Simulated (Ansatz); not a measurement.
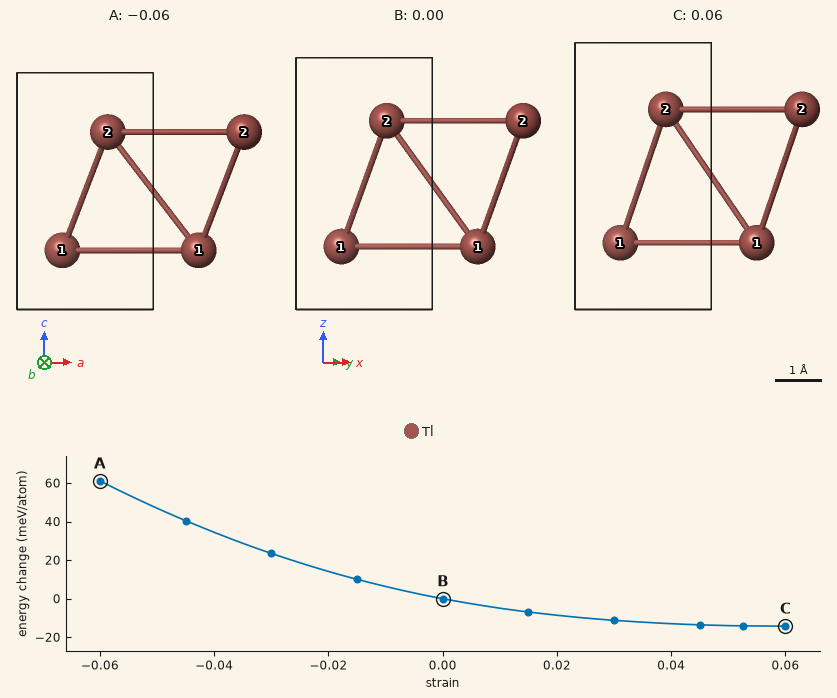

Energy scan for a crystal of Tl (P6_3/mmc), in which the cell is strained along z alone, with the atoms kept at their fractional coordinates. x, y and z are the Cartesian axes of the input. The lettered frames are marked on the plot. The picture is a ball-and-stick view of the cell of the calculation, repeated 2 × 3 × 1 with one cell outlined, seen along the b axis.

These are results of Ansatz, DFT PBE, scalar-relativistic, plane waves, PAW, not measurements. Settings: plane-wave cutoff 420 eV; k-point mesh 18 × 18 × 10; occupations gaussian; smearing width 0.15 eV; no spin polarisation. Energies (free energies at the smearing named) are counted from the cell as listed in its source, which wasn't relaxed.

**Read off the main features of the energy profile.**

The lowest computed point lies at the strain 0.06 (−14.2 meV/atom). At the ends of the scan the energy is 61.1 meV/atom (−0.06) and −14.2 meV/atom (0.06). The unrelaxed reference is under a pressure of 3.2 GPa, which tilts the curve. The distortion keeps the space group P6_3/mmc. At the strain −0.06 the cell of the drawing goes c 5.525 → 5.194 Å.

The computed points:

```tsv
strain	energy change (meV/atom)
−0.0600	61.1
−0.0450	40.5
−0.0300	23.5
−0.0150	10.0
0.0000	0.0
0.0150	−6.9
0.0300	−11.2
0.0450	−13.6
0.0525	−14.1
0.0600	−14.2
```
